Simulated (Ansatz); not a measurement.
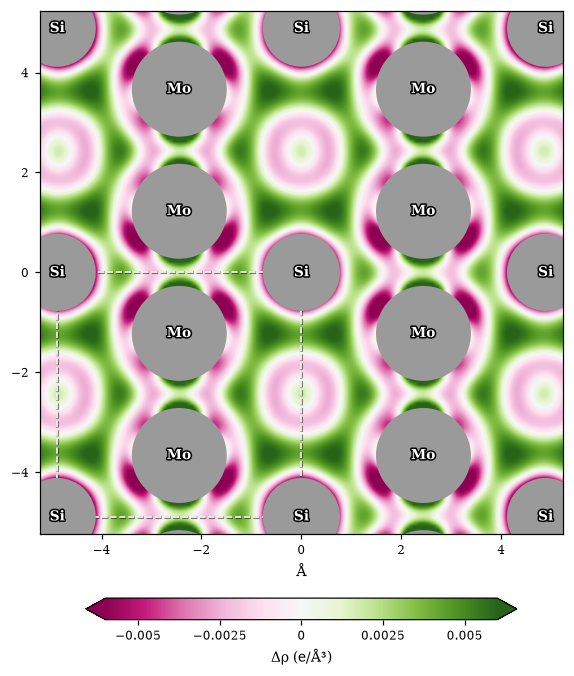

SiMo3: difference of two self-consistent densities at the same geometry, ρ(r2SCAN) − ρ(PBEsol), on the (010) plane of the conventional cell. Grey discs cover the cores, where the PAW densities can't be compared. Cores are masked to 0.8 Å (Si) and 1.0 Å (Mo).

Space group Pm-3n.

Both runs: Ansatz, scalar-relativistic, plane waves and PAW, same cutoff, k-points and PAW files (made with PBE).

**How does the change of level move the electrons?**

Against PBEsol, and outside the masked cores, the largest gain lies at the edge of the masked core of Mo, and the largest loss, 0.008 e/Å³, lies 1.1 Å from a molybdenum nucleus and 1.7 Å from a silicon one. Bader charges are Si −0.44 and Mo +0.15 e with PBEsol and Si −0.63 and Mo +0.21 e with r2SCAN. Among metals such charges hang on how the charge between the atoms is shared out. At this volume the pressure is −4 GPa with PBEsol and −1 GPa with r2SCAN.

Run times: 71 s (r2SCAN) and 58 s (base cell), on 2 threads of Arm Neoverse N1, on a shared host.
